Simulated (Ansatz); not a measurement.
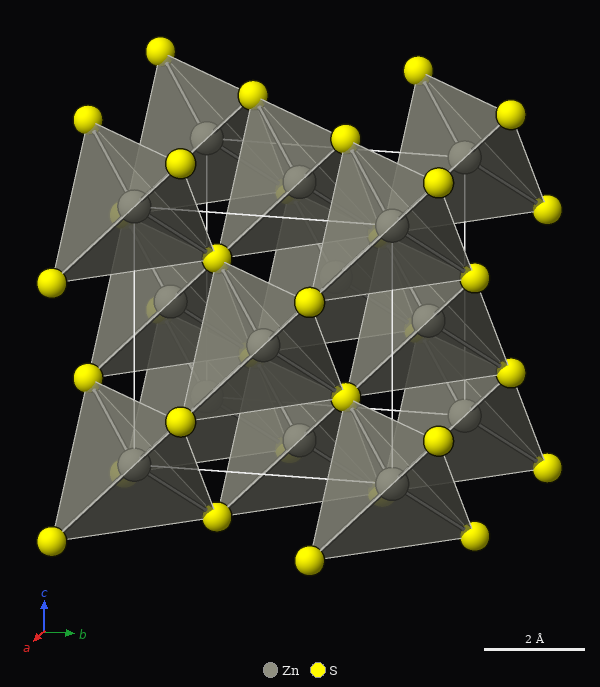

Reference structure: crystalline ZnS (set up in F-43m). Style: polyhedral. Shown: the conventional cell (4 times the calculation's cell), slightly off an axis. Lengths and directions refer to the drawn axes.

Level of theory: Ansatz, DFT, PBEsol, PAW with Ansatz's default frozen-core files, scalar-relativistic. Set-up: plane-wave cutoff 420 eV; k-point mesh 8 × 8 × 8; occupations fermi dirac; smearing width 0.01 eV; no spin polarisation.

Now this is done to it. The cell is strained by −2.0 % along [1 −1 1] and +1.0 % across it (volume 0.0 %), the atoms keeping their fractional coordinates. No relaxation follows.

**Predict the response.**

Some distances before and after: S–Zn 2.342 → 2.295 to 2.358 Å. The space group (tolerance 0.01 Å) goes from F-43m (No. 216) to R3m (No. 160). Energy change: +5.0 meV per atom. Pressure: −2.2 GPa before, −2.0 GPa after. The principal stresses (compression positive) are 0.7 GPa along [1 −1 1] and −3.4 GPa across it. The largest forces, 0.2 eV/Å, act on Zn and S; on the S atom it points along [−1 1 −1].

Drawn alike, the variant:

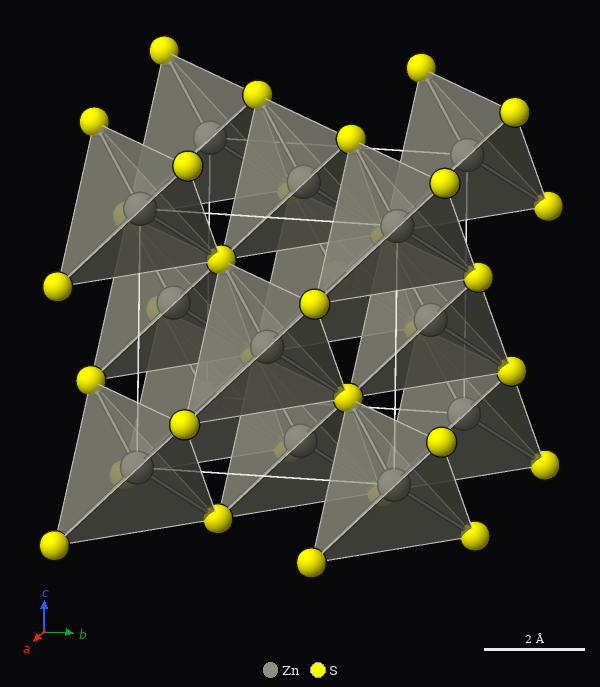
